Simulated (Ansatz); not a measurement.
Al$_{7}$As$_{8}$ (cell charge −1, with a compensating background) (cell with a defect)

Input file:

```
crystal:
  lattice:
    - [0.0, 5.727912321, -5.727912321]
    - [5.727912321, 5.727912321, 0.0]
    - [5.727912321, 0.0, -5.727912321]
  atoms:
    - { symbol: Al, position: [0.0043630257, 0.4956369743, 0.5043630257] }
    - { symbol: Al, position: [0.4956369743, 0.0043630257, 0.5043630257] }
    - { symbol: Al, position: [0.4956369743, 0.4956369743, 0.5043630257] }
    - { symbol: Al, position: [0.0043630257, 0.0043630257, 0.9956369743] }
    - { symbol: Al, position: [0.0043630257, 0.4956369743, 0.9956369743] }
    - { symbol: Al, position: [0.4956369743, 0.0043630257, 0.9956369743] }
    - { symbol: Al, position: [0.5, 0.5, 1.0] }
    - { symbol: As, position: [0.1205892785, 0.1205892785, 0.1382321644] }
    - { symbol: As, position: [0.123249807, 0.6255833977, 0.1255833977] }
    - { symbol: As, position: [0.6255833977, 0.123249807, 0.1255833977] }
    - { symbol: As, position: [0.6255833977, 0.6255833977, 0.1255833977] }
    - { symbol: As, position: [0.1205892785, 0.1205892785, 0.6205892785] }
    - { symbol: As, position: [0.1205892785, 0.6382321644, 0.6205892785] }
    - { symbol: As, position: [0.6382321644, 0.1205892785, 0.6205892785] }
    - { symbol: As, position: [0.6255833977, 0.6255833977, 0.623249807] }
  host:
    lattice:
      - [0.0, 2.8639561605, 2.8639561605]
      - [2.8639561605, 0.0, 2.8639561605]
      - [2.8639561605, 2.8639561605, 0.0]
    atoms:
      - { symbol: Al, position: [0.0, 0.0, 0.0] }
      - { symbol: As, position: [0.75, 0.75, 0.75] }
total_charge: -1
basis:
  ecutwfc: 420
  xc_grid: 2
kpoints:
  mp_grid: { grid: [2, 2, 2], shift: [0.0, 0.0, 0.0] }
hamiltonian:
  xc: pbe
scf:
  occupations: { method: gaussian, width: 0.01 }
output:
  forces: true
  stress: false
  eigenvalues: true
  charged_corrections:
    defect_position: [0.0, 0.0, 0.5]
    epsilon: [[11.5641, 0.0, 0.0], [0.0, 11.5641, 0.0], [0.0, 0.0, 11.5641]]
  write_density: true
  write_potential: true
  elf: true
  volumetric_format: npy
relax:
  adjacent_minimum: "off"
  f_tol: 0.025
  max_steps: 45
```

Launched as:

```sh
ansatz run input.yaml --threads 4 --pin off --max-ram 8192MiB --backend cpu --events-out ev --progress --plain --runs-dir out
```

The fields are those of the relaxed geometry.

All numbers below come from DFT PBE, scalar-relativistic, plane waves, PAW in Ansatz 0.2.0.

The density is the valence pseudo-density of a PAW calculation; it isn't the true density close to the nuclei.

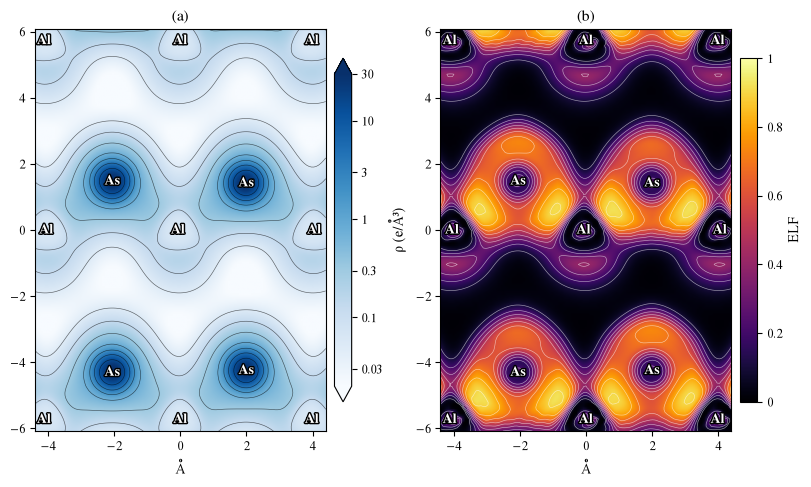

Figure 1. (a) valence pseudo-density; (b) electron localisation function on the (011̄) plane of the calculation cell.

**Describe what can be read from this map.**

- Atoms in the plane: Al and As.
- Al–As (2.48 Å): ρ at the midpoint is about 0.46 e/Å³; the ELF peaks at about 0.90 between the atoms.
- Between the atoms the lowest density in this plane is 0.01 e/Å³.

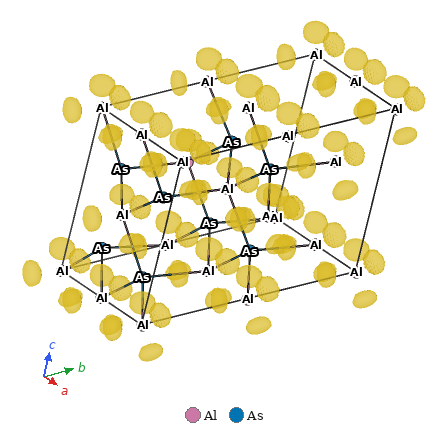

Figure 2. Isosurface of the electron localisation function at 0.85 (yellow), seen slightly off an axis. Core shells and regions of very low density are left out. Sticks mark near contacts.

**Describe the localisation domains.**

The ELF exceeds this value in 28 regions between bonded Al–As atoms, counted in one cell of 15 atoms. Regions shared between cells count once.

**Metal or insulator at this level of theory?**

It is metallic or semimetallic at this level of theory: no gap opens.
